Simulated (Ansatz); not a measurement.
Input

```
crystal:
  lattice:
    - [3.7466693833, 0.0, 0.0]
    - [-1.8733346917, 3.2447108656, 0.0]
    - [0.0, 0.0, 6.1083140657]
  atoms:
    - { symbol: Zr, position: [0.0, 0.0, 0.0] }
    - { symbol: Se, position: [0.6666666667, 0.3333333333, 0.75] }
    - { symbol: Se, position: [0.3333333333, 0.6666666667, 0.25] }
hamiltonian:
  xc: { exchange: pbe, correlation: none }
  pseudopotentials: { kind: paw }
kpoints:
  mp_grid: { grid: [8, 8, 5] }
scf:
  occupations: { method: fermi_dirac, width: 0.05 }
output:
  forces: true
  stress: true
  eigenvalues: true
  write_density: true
  write_potential: true
  elf: true
  volumetric_format: npy
```

Command:

```sh
ansatz run input.yaml --threads 2 --pin off --max-ram 5120MiB --backend cpu --events-out ev --progress --plain --runs-dir out
```

Below, planes, directions and counts refer to the conventional cell (a = 3.75 Å, b = 3.75 Å, c = 6.11 Å, α = 90.00°, β = 90.00°, γ = 120.00°).

Space group P-3m1; not relaxed (largest force 1.5 eV/Å); computed pressure about 16 GPa in this cell.

Theory: Ansatz 0.2.0, Kohn-Sham DFT of a periodic cell, exchange-only PBE, Ansatz PAW.

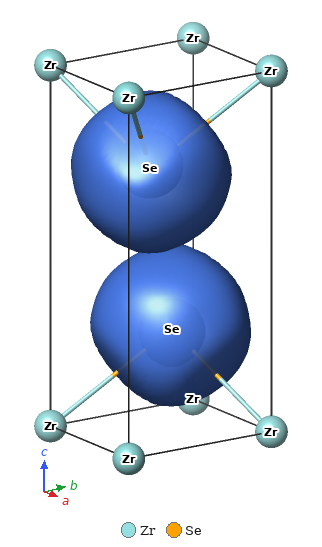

ZrSe2. Isosurface of the electron localisation function at 0.65 (blue), seen slightly off an axis. Core shells and regions of very low density are left out. Sticks mark near contacts.

Core electrons are frozen (PAW), and the valence fields are smoothed inside the atomic spheres.

> Where are the electrons localised?

The ELF exceeds this value in two regions wrapped around Se (the valence shell of each), counted in one cell of 3 atoms. Any copies at cell faces, edges or corners count once.

Values along the shortest contacts:
Zr–Se (2.65 Å): the ELF is about 0.45 at the midpoint.
